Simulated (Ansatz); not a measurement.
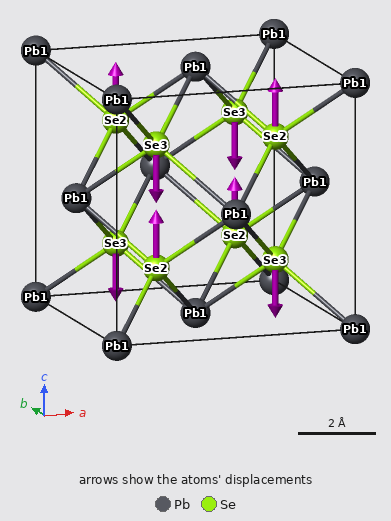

One vibrational mode of crystalline PbSe2 (a generated structure) at a fixed volume at the zone centre. The purple arrows give the relative displacements of the atoms. The picture is a ball-and-stick view of the conventional cell (4 times the calculation's cell), seen slightly off an axis. Lengths and directions refer to the drawn axes.

Computed with DFT LDA, scalar-relativistic, plane waves, PAW in Ansatz. Set-up: plane-wave cutoff 420 eV; k-point mesh 12 × 12 × 12; occupations fermi dirac; smearing width 0.15 eV; no spin polarisation.

The frequencies depend somewhat on the k-mesh and the smearing.

### What mode is this, and where does it lie in the spectrum?

This is the T₂g mode (triply degenerate; one member of the set is drawn) at 121 cm⁻¹, the lowest optical level, Raman-active by symmetry. The Pb atoms stay at rest; all motion is along c; atoms of one kind move against one another, with no net shift of their sublattice.
